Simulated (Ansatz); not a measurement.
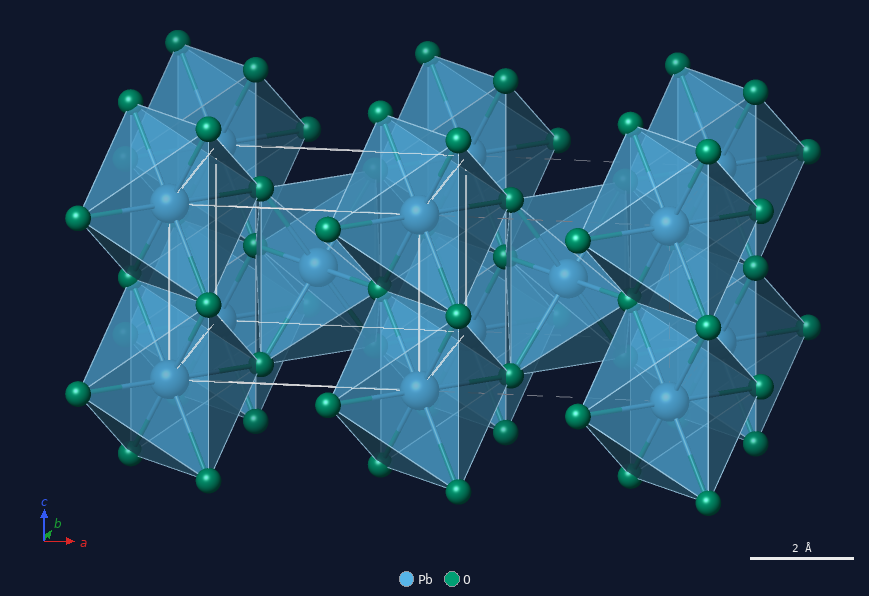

The image is a polyhedral drawing of a crystal, viewed slightly off an axis. The drawing covers 2×1×1 cells, and the solid lines enclose one conventional unit cell. A few atoms beyond the faces are included.

PbO$_{2}$, space group P4_2/mnm (No. 136), a = 4.98 Å, b = 4.98 Å, c = 3.54 Å, α = 90.00°, β = 90.00°, γ = 90.00°.

The calculation: DFT, PBE, plane waves, PAW in Ansatz 0.2.0, with plane waves to 420 eV, a 6×6×8 grid in reciprocal space, Fermi-Dirac smearing of 0.02 eV, no spin polarisation.

**Is it conducting or gapped at this level?**

A metal: bands cross the Fermi level.

**Under what pressure is the structure?**

The computed pressure is 0.1 GPa, close to zero. The stress isn't hydrostatic: its largest component is 2.4 GPa.

The model was built from a structure type filled with these elements by a generator (whether the compound takes this form wasn't checked). The cell was then strained or its atoms displaced on purpose. A calculation with Ansatz used it as input.
